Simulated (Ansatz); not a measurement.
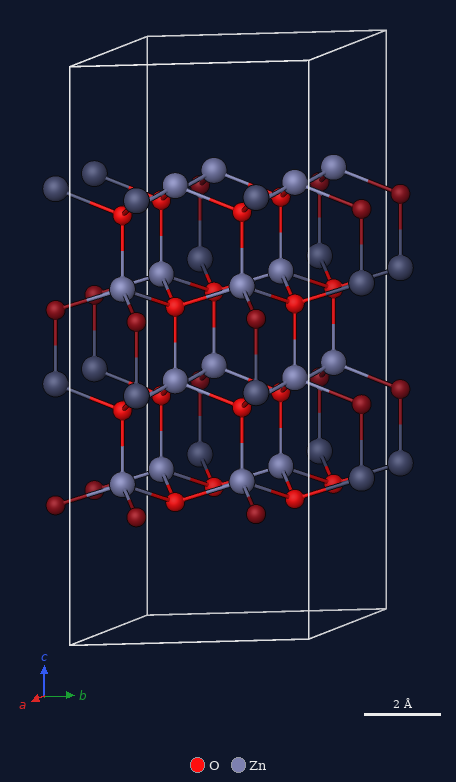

Fig. 1: The structure as given in the input (ball-and-stick view of the 2 × 2 repeat of the cell, with the vacuum cut short, seen slightly off an axis; neighbours outside the cell are drawn fainter). Near neighbours in the crystal (not all of them lie inside the picture): O has 3 Zn at 1.97 Å; Zn has 4 O at 1.97 to 1.98 Å; O has 4 Zn at 1.97 to 1.98 Å; Zn has 3 O at 1.97 Å.

**Run report: ZnO, geometry relaxation (part 1 of 3)**

- system: ZnO (slab, 8 atoms in the cell)
- method: DFT PBEsol, scalar-relativistic, plane waves, PAW, no spin polarisation (Ansatz 0.2.0)

The structure derives from an entry of the Crystallography Open Database. The input holds or restrains some coordinates. It belongs to a series of runs on one base structure; here: clean slab, lower half held.

Log:
```
Engine: ansatz 0.2.0, x86_64-unknown-linux-gnu
Pseudopotentials: kind: paw
Pseudopotential: O, paw, valence charge 6, recommended cutoff 420 eV (normal), O.paw.azcp
Pseudopotential: Zn, paw, valence charge 12, recommended cutoff 420 eV (normal), Zn.paw.azcp
Functional definition: PBEsol
  exchange = pbesol_x
  correlation = pbesol_c
Crystal: 8 atoms, lattice volume = 229.973 Å³
Basis set: ecut = 420 eV, 4609 PW (Γ), exchange–correlation on 48×48×360 points (8 copies of the dense FFT grid, shifted against one another)
Bands: 44, of which v1, the nominal top of the filled ones, is band 36 counted from 1 (35 counted from 0)
Symmetry: 6 space group operations
Space group: P3m1 (ITA 156), of the structure as read, at distance tolerance 6.1e-5 Å
k-points: 12 of 81 (time reversal used)
Non-local potential: O, projectors of the file, l = 0: 2, l = 1: 2, l = 2: 1
Non-local potential: Zn, projectors of the file, l = 0: 2, l = 1: 2, l = 2: 3, l = 3: 1
PAW form: soft (Blöchl's): semilocal exchange-correlation on the pseudo side does not see the compensation charge
PAW frozen core: O, regenerated for the run's functional, and the local potential with it (the file was generated under x = pbe(κ = 0.804, μ = 0.2195149727645171), c = pbe(β = 0.06672455060314922))
PAW frozen core: Zn, regenerated for the run's functional, and the local potential with it (the file was generated under x = pbe(κ = 0.804, μ = 0.2195149727645171), c = pbe(β = 0.06672455060314922))
PAW one-centre angular grid: O, 110 points (default); XC on 64 Gauss nodes
PAW one-centre angular grid: Zn, 590 points (default); XC on 64 Gauss nodes
Initial density: superposition of atomic densities (neutral atoms: chi_scale 0, normalization atom), corrected by the library's trained network
Initial wavefunctions: pseudopotential atomic-orbital guess
Functional: x = pbesol(κ = 0.804, μ = 0.12345679012345678), c = pbesol(β = 0.046)
SCF iter   1: F=—  HF=-15366.319316 eV  |F-HF|=—  |Δ(HF+E_count)|=         —  Δρ=9.36e-3  dr2=4.87e-1  ethr=1.77e-3  p=0.189 e·Å  D=1.49e-1 V/Å  ΔV_dip=-3.78 eV  dr2_dipole=2.23e-1  V_vac-E_F(+/−)=4.01/7.79 eV  ⟨swp⟩=9.6  Hψ=2834  notcnv=0  defer=9
efield: sawtooth ramp at fractional position 0.9800 (placed from the atoms, in the widest stretch of the axis that holds none; the zero of the levels goes with the place), width 0.0400; the density the first Hamiltonian is built on has a dipole p = 0.189 e·Å; the dipole correction subtracts the counter field D = 1.49e-1 V/Å, which shifts the + side's vacuum level by -3.78 eV against the − side's; the planar-averaged density in the ramp window peaks in size at 1.4e-5 e/Å³
preconditioner: auto → LDOS  [insulator: Δε(μ)=0.064 eV  Ē_g=11.518 eV  σ=0.050 eV  W_gap=0.61  n_scr=24 (ndim 8)  ℏωp=20.8 eV  f_vac=0.554  D(μ)=3.03/eV (n_scr^D=12)  ε∞_Penn≈4.3  β→1.0]
SCF iter   2: F=—  HF=-15366.328535 eV  |F-HF|=—  |Δ(HF+E_count)|=   9.22e-3  Δρ=1.27e-2  dr2=3.98e-1  ethr=6.77e-4  p=0.226 e·Å  D=1.78e-1 V/Å  ΔV_dip=-4.54 eV  dr2_dipole=7.76e-2  V_vac-E_F(+/−)=3.69/8.23 eV  ⟨swp⟩=2.8  Hψ=1184  notcnv=0  defer=28
SCF iter   3: F=—  HF=-15366.251675 eV  |F-HF|=—  |Δ(HF+E_count)|=   7.69e-2  Δρ=3.00e-3  dr2=6.42e-2  ethr=5.53e-4  p=0.219 e·Å  D=1.72e-1 V/Å  ΔV_dip=-4.38 eV  dr2_dipole=2.26e-2  V_vac-E_F(+/−)=3.75/8.13 eV  ⟨swp⟩=2.0  Hψ=943  notcnv=0  defer=28
SCF iter   4: F=—  HF=-15366.250644 eV  |F-HF|=—  |Δ(HF+E_count)|=   1.03e-3  Δρ=1.59e-3  dr2=1.07e-2  ethr=8.92e-5  p=0.218 e·Å  D=1.71e-1 V/Å  ΔV_dip=-4.36 eV  dr2_dipole=1.31e-7  V_vac-E_F(+/−)=3.77/8.14 eV  ⟨swp⟩=1.8  Hψ=623  notcnv=0  defer=27
SCF iter   5: F=—  HF=-15366.250142 eV  |F-HF|=—  |Δ(HF+E_count)|=   5.03e-4  Δρ=9.19e-4  dr2=3.36e-3  ethr=1.49e-5  p=0.223 e·Å  D=1.76e-1 V/Å  ΔV_dip=-4.47 eV  dr2_dipole=1.08e-3  V_vac-E_F(+/−)=3.73/8.20 eV  ⟨swp⟩=2.2  Hψ=952  notcnv=0  defer=27
SCF iter   6: F=—  HF=-15366.250029 eV  |F-HF|=—  |Δ(HF+E_count)|=   1.13e-4  Δρ=7.22e-4  dr2=1.55e-3  ethr=4.66e-6  p=0.225 e·Å  D=1.77e-1 V/Å  ΔV_dip=-4.51 eV  dr2_dipole=3.21e-4  V_vac-E_F(+/−)=3.70/8.21 eV  ⟨swp⟩=2.0  Hψ=929  notcnv=0  defer=27
SCF iter   7: F=—  HF=-15366.249864 eV  |F-HF|=—  |Δ(HF+E_count)|=   1.65e-4  Δρ=4.68e-4  dr2=4.20e-4  ethr=2.15e-6  p=0.227 e·Å  D=1.78e-1 V/Å  ΔV_dip=-4.54 eV  dr2_dipole=8.61e-7  V_vac-E_F(+/−)=3.67/8.21 eV  ⟨swp⟩=2.0  Hψ=909  notcnv=0  defer=27
SCF iter   8: F=—  HF=-15366.249820 eV  |F-HF|=—  |Δ(HF+E_count)|=   4.38e-5  Δρ=3.43e-4  dr2=2.42e-4  ethr=5.83e-7  p=0.227 e·Å  D=1.79e-1 V/Å  ΔV_dip=-4.55 eV  dr2_dipole=4.50e-6  V_vac-E_F(+/−)=3.66/8.21 eV  ⟨swp⟩=2.1  Hψ=827  notcnv=0  defer=27
SCF iter   9: F=—  HF=-15366.249827 eV  |F-HF|=—  |Δ(HF+E_count)|=   6.94e-6  Δρ=1.88e-4  dr2=1.06e-4  ethr=3.36e-7  p=0.228 e·Å  D=1.79e-1 V/Å  ΔV_dip=-4.56 eV  dr2_dipole=2.69e-5  V_vac-E_F(+/−)=3.64/8.20 eV  ⟨swp⟩=2.0  Hψ=931  notcnv=0  defer=27
SCF iter  10: F=—  HF=-15366.249838 eV  |F-HF|=—  |Δ(HF+E_count)|=   1.14e-5  Δρ=1.09e-4  dr2=2.51e-5  ethr=1.48e-7  p=0.228 e·Å  D=1.79e-1 V/Å  ΔV_dip=-4.56 eV  dr2_dipole=2.67e-7  V_vac-E_F(+/−)=3.64/8.20 eV  ⟨swp⟩=2.5  Hψ=892  notcnv=0  defer=27
SCF iter  11: F=-15366.249839 eV  HF=-15366.249840 eV  |F-HF|=8.22e-7  |Δ(HF+E_count)|=   2.03e-6  Δρ=6.81e-5  dr2=1.15e-5  ethr=3.12e-8  p=0.228 e·Å  D=1.79e-1 V/Å  ΔV_dip=-4.56 eV  dr2_dipole=6.67e-7  V_vac-E_F(+/−)=3.64/8.20 eV  ⟨swp⟩=22.2  Hψ=6507  notcnv=0
SCF 1 converged in 11 iterations: F = -15366.249839 eV  dr2 = 1.15e-5
  greatest PAW one-centre occupation: 0.988 electrons in one spin orbital (limit 2), on the Zn atom at site 7 (counted from 0), in its partial waves of l = 2
relax step   1: F+E_penalty+E_count = -15366.24983930 eV  Δ(F+E_penalty+E_count) = +0.000e0 eV  max|allowed force component| = 1.067e0 eV/Å  Δτ_max = 0.0000 Å  (11 SCF iters, dr2 threshold 2.25e-5 eV, accepted)
Initial density: handed on by an earlier stage of this run
Initial wavefunctions: those handed on with the density
iter 1 solved again at ethr=4.24e-4 eV; its pass at ethr=3.10e-3 eV (dr2=3.05e-1 eV) is discarded
SCF iter   1: F=—  HF=-15366.303632 eV  |F-HF|=—  |Δ(HF+E_count)|=         —  Δρ=3.54e-3  dr2=2.84e-1  ethr=4.24e-4  p=0.228 e·Å  D=1.79e-1 V/Å  ΔV_dip=-4.56 eV  dr2_dipole=1.58e-1  V_vac-E_F(+/−)=3.61/8.16 eV  ⟨swp⟩=1.0  Hψ=1517  notcnv=0  defer=28
efield: sawtooth ramp at fractional position 0.9800 (handed on by an earlier solve), width 0.0400; the density the first Hamiltonian is built on has a dipole p = 0.228 e·Å; the dipole correction subtracts the counter field D = 1.79e-1 V/Å, which shifts the + side's vacuum level by -4.56 eV against the − side's; the planar-averaged density in the ramp window peaks in size at 4.0e-6 e/Å³
preconditioner: auto → LDOS  [insulator: Δε(μ)=0.073 eV  Ē_g=11.434 eV  σ=0.050 eV  W_gap=0.65  n_scr=24 (ndim 8)  ℏωp=20.8 eV  f_vac=0.557  D(μ)=2.64/eV (n_scr^D=10)  ε∞_Penn≈4.3  β→1.0]
SCF iter   2: F=—  HF=-15366.299503 eV  |F-HF|=—  |Δ(HF+E_count)|=   4.13e-3  Δρ=2.97e-3  dr2=2.36e-1  ethr=3.95e-4  p=0.237 e·Å  D=1.87e-1 V/Å  ΔV_dip=-4.75 eV  dr2_dipole=1.37e-1  V_vac-E_F(+/−)=3.47/8.22 eV  ⟨swp⟩=2.2  Hψ=566  notcnv=0  defer=29
SCF iter   3: F=—  HF=-15366.297407 eV  |F-HF|=—  |Δ(HF+E_count)|=   2.10e-3  Δρ=5.16e-4  dr2=3.70e-3  ethr=3.27e-4  p=0.232 e·Å  D=1.83e-1 V/Å  ΔV_dip=-4.65 eV  dr2_dipole=1.79e-3  V_vac-E_F(+/−)=3.54/8.20 eV  ⟨swp⟩=2.1  Hψ=681  notcnv=0  defer=29
SCF iter   4: F=—  HF=-15366.297305 eV  |F-HF|=—  |Δ(HF+E_count)|=   1.02e-4  Δρ=2.61e-4  dr2=2.11e-4  ethr=5.14e-6  p=0.233 e·Å  D=1.83e-1 V/Å  ΔV_dip=-4.67 eV  dr2_dipole=4.50e-6  V_vac-E_F(+/−)=3.54/8.20 eV  ⟨swp⟩=2.2  Hψ=753  notcnv=0  defer=29
SCF iter   5: F=—  HF=-15366.297274 eV  |F-HF|=—  |Δ(HF+E_count)|=   3.07e-5  Δρ=1.07e-4  dr2=2.42e-4  ethr=2.93e-7  p=0.233 e·Å  D=1.83e-1 V/Å  ΔV_dip=-4.67 eV  dr2_dipole=1.30e-4  V_vac-E_F(+/−)=3.54/8.20 eV  ⟨swp⟩=2.2  Hψ=874  notcnv=0  defer=29
SCF iter   6: F=-15366.297247 eV  HF=-15366.297269 eV  |F-HF|=2.15e-5  |Δ(HF+E_count)|=   5.50e-6  Δρ=5.11e-5  dr2=1.98e-5  ethr=9.87e-8  p=0.233 e·Å  D=1.83e-1 V/Å  ΔV_dip=-4.66 eV  dr2_dipole=2.95e-6  V_vac-E_F(+/−)=3.54/8.20 eV  ⟨swp⟩=20.3  Hψ=6176  notcnv=0
SCF 2 converged in 6 iterations: F = -15366.297247 eV  dr2 = 1.98e-5
relax step   2: F+E_penalty+E_count = -15366.29724711 eV  Δ(F+E_penalty+E_count) = -4.741e-2 eV  max|allowed force component| = 8.601e-1 eV/Å  Δτ_max = 0.0413 Å  (6 SCF iters, dr2 threshold 7.11e-5 eV, accepted)
iter 1 solved again at ethr=1.04e-3 eV; its pass at ethr=3.10e-3 eV (dr2=7.49e-1 eV) is discarded
SCF iter   1: F=—  HF=-15366.440426 eV  |F-HF|=—  |Δ(HF+E_count)|=         —  Δρ=7.99e-3  dr2=7.50e-1  ethr=1.04e-3  p=0.233 e·Å  D=1.83e-1 V/Å  ΔV_dip=-4.66 eV  dr2_dipole=3.04e-1  V_vac-E_F(+/−)=3.45/8.12 eV  ⟨swp⟩=1.1  Hψ=2148  notcnv=0  defer=23
efield: sawtooth ramp at fractional position 0.9800 (handed on by an earlier solve), width 0.0400; the density the first Hamiltonian is built on has a dipole p = 0.233 e·Å; the dipole correction subtracts the counter field D = 1.83e-1 V/Å, which shifts the + side's vacuum level by -4.66 eV against the − side's; the planar-averaged density in the ramp window peaks in size at 7.5e-6 e/Å³
preconditioner: auto → LDOS  [insulator: Δε(μ)=0.084 eV  Ē_g=11.435 eV  σ=0.050 eV  W_gap=0.72  n_scr=24 (ndim 8)  ℏωp=20.8 eV  f_vac=0.557  D(μ)=1.73/eV (n_scr^D=8)  ε∞_Penn≈4.3  β→1.0]
SCF iter   2: F=—  HF=-15366.395355 eV  |F-HF|=—  |Δ(HF+E_count)|=   4.51e-2  Δρ=4.34e-3  dr2=1.30e-1  ethr=1.04e-3  p=0.250 e·Å  D=1.97e-1 V/Å  ΔV_dip=-5.01 eV  dr2_dipole=3.92e-2  V_vac-E_F(+/−)=3.20/8.21 eV  ⟨swp⟩=2.3  Hψ=673  notcnv=0  defer=23
SCF iter   3: F=—  HF=-15366.388008 eV  |F-HF|=—  |Δ(HF+E_count)|=   7.35e-3  Δρ=2.09e-3  dr2=1.46e-2  ethr=1.80e-4  p=0.246 e·Å  D=1.94e-1 V/Å  ΔV_dip=-4.93 eV  dr2_dipole=2.31e-3  V_vac-E_F(+/−)=3.26/8.19 eV  ⟨swp⟩=3.1  Hψ=1069  notcnv=0  defer=31
SCF iter   4: F=—  HF=-15366.385082 eV  |F-HF|=—  |Δ(HF+E_count)|=   2.93e-3  Δρ=9.92e-4  dr2=3.72e-3  ethr=2.03e-5  p=0.249 e·Å  D=1.96e-1 V/Å  ΔV_dip=-4.98 eV  dr2_dipole=1.21e-3  V_vac-E_F(+/−)=3.20/8.18 eV  ⟨swp⟩=2.0  Hψ=941  notcnv=0  defer=31
SCF iter   5: F=—  HF=-15366.384623 eV  |F-HF|=—  |Δ(HF+E_count)|=   4.59e-4  Δρ=2.70e-4  dr2=8.97e-4  ethr=5.17e-6  p=0.250 e·Å  D=1.96e-1 V/Å  ΔV_dip=-5.00 eV  dr2_dipole=5.14e-4  V_vac-E_F(+/−)=3.18/8.18 eV  ⟨swp⟩=2.0  Hψ=913  notcnv=0  defer=31
SCF iter   6: F=—  HF=-15366.384648 eV  |F-HF|=—  |Δ(HF+E_count)|=   2.41e-5  Δρ=1.25e-4  dr2=1.54e-4  ethr=1.25e-6  p=0.251 e·Å  D=1.97e-1 V/Å  ΔV_dip=-5.02 eV  dr2_dipole=8.92e-5  V_vac-E_F(+/−)=3.16/8.18 eV  ⟨swp⟩=1.8  Hψ=576  notcnv=0  defer=31
SCF iter   7: F=-15366.384643 eV  HF=-15366.384673 eV  |F-HF|=2.99e-5  |Δ(HF+E_count)|=   2.51e-5  Δρ=6.39e-5  dr2=2.64e-5  ethr=6.42e-8  p=0.252 e·Å  D=1.98e-1 V/Å  ΔV_dip=-5.04 eV  dr2_dipole=9.84e-6  V_vac-E_F(+/−)=3.14/8.18 eV  ⟨swp⟩=21.6  Hψ=6269  notcnv=0
SCF 3 converged in 7 iterations: F = -15366.384643 eV  dr2 = 2.64e-5
  greatest PAW one-centre occupation: 0.988 electrons in one spin orbital (limit 2), on the Zn atom at site 3 (counted from 0), in its partial waves of l = 2
relax step   3: F+E_penalty+E_count = -15366.38464276 eV  Δ(F+E_penalty+E_count) = -8.740e-2 eV  max|allowed force component| = 2.726e-1 eV/Å  Δτ_max = 0.1463 Å  (7 SCF iters, dr2 threshold 4.62e-5 eV, accepted)
iter 1 solved again at ethr=4.43e-4 eV; its pass at ethr=3.10e-3 eV (dr2=3.19e-1 eV) is discarded
```
